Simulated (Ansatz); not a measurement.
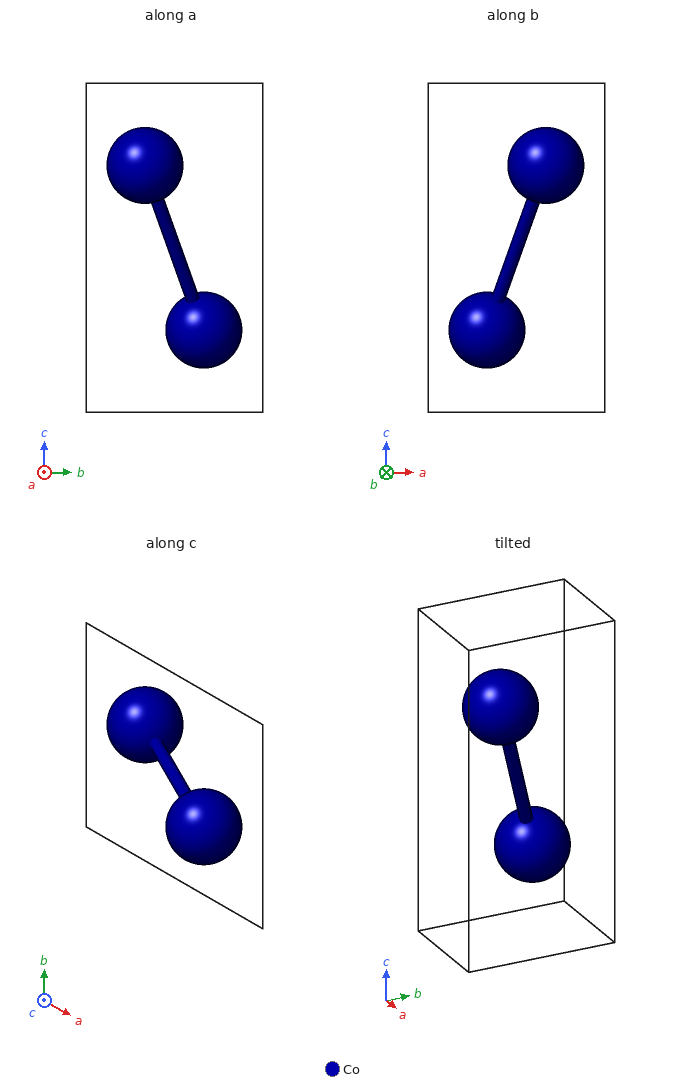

Shown here is a ball-and-stick view of the crystal, taken along the a axis, along the b axis, along the c axis and slightly off an axis. The wireframe shows the conventional unit cell.

Lattice parameters: a = 2.463 Å, b = 2.463 Å, c = 3.974 Å, α = 90.00°, β = 90.00°, γ = 120.00°.

Set out the cell and atoms as a table of Wyckoff sites.

Answer. Space group P6_3/mmc (No. 194).
```tsv
atom	site	x	y	z
Co	2c	0.6667	0.3333	0.7500
```

It goes back to a structure type filled with this element by a generator (whether the element takes this form wasn't checked). The picture shows the end point of a geometry optimisation with DFT, m-r2SCAN, plane waves (500 eV) with PAW, scalar-relativistic in Ansatz 0.2.0.
